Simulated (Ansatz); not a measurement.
**SiC: density, localisation and related maps**

Input

```
crystal:
  lattice:
    - [2.8647527706, 0.0, 0.0]
    - [-1.4323763853, 2.4809486749, 0.0]
    - [0.0, 0.0, 2.5581540255]
  atoms:
    - { symbol: Si, position: [0.6666666667, 0.3333333333, 0.5] }
    - { symbol: C, position: [0.3333333333, 0.6666666667, 0.0] }
basis:
  ecutwfc: 420
kpoints:
  mp_grid: { grid: [24, 24, 22] }
hamiltonian:
  xc: pbe
scf:
  occupations: { method: gaussian, width: 0.1 }
output:
  forces: true
  stress: true
  eigenvalues: true
  write_density: true
  write_potential: true
  elf: true
  volumetric_format: npy
relax:
  adjacent_minimum: "off"
  f_tol: 0.01
  max_steps: 80
  cell: { stress_tol: 0.05 }
```

Run with:

```sh
ansatz run input.yaml --threads 1 --pin off --max-ram 2560MiB --backend cpu --events-out ev --progress --plain --runs-dir out
```

Below, planes, directions and counts refer to the conventional cell (a = 2.86 Å, b = 2.86 Å, c = 2.57 Å, α = 90.00°, β = 90.00°, γ = 120.00°).

The fields are those of the relaxed geometry.

Space group P-6m2; a structure generated by program, which may or may not match a known phase.

These are results of Ansatz, DFT PBE, scalar-relativistic, plane waves, PAW, not measurements.

Core electrons are frozen (PAW), and the valence fields are smoothed inside the atomic spheres.

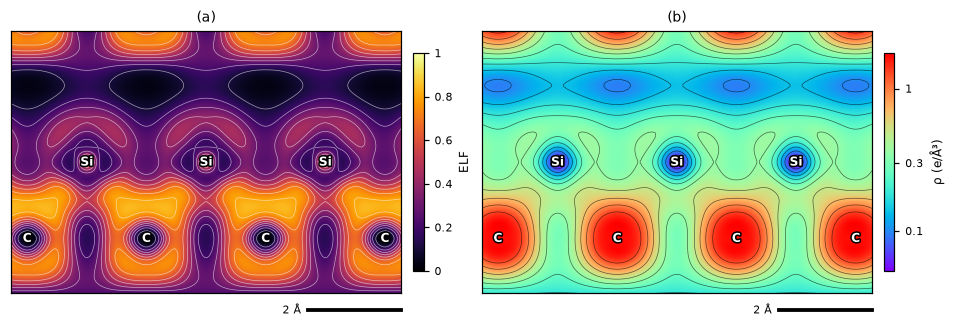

Figure 1. (a) electron localisation function; (b) valence pseudo-density on the (110) plane of the conventional cell.

What does the map show?

Answer. Atoms in the plane: Si and C.
Si–C (2.09 Å): ρ at the midpoint is about 0.59 e/Å³; the ELF peaks at about 0.85 between the atoms.
Si–Si (2.57 Å): the density is about 0.3 e/Å³ at the midpoint; the ELF is about 0.25 at the midpoint: no localised pair shows between them.
Between the atoms the lowest density in this plane is 0.09 e/Å³.

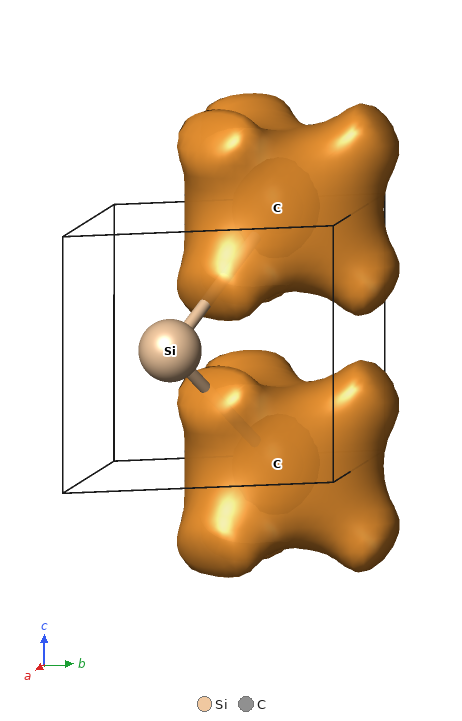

Figure 2. Isosurface of the electron localisation function at 0.6 (orange), seen slightly off an axis. Core shells and regions of very low density are left out. Sticks mark near contacts.

Where are the electrons localised?

Answer. The ELF exceeds this value in one region on C in which the atom's valence shell and bonds are merged, counted in one cell of 2 atoms. Regions shared between cells count once.

Does the calculation make it a metal, or give it a gap?

Answer. It is metallic or semimetallic at this level of theory: no gap opens.
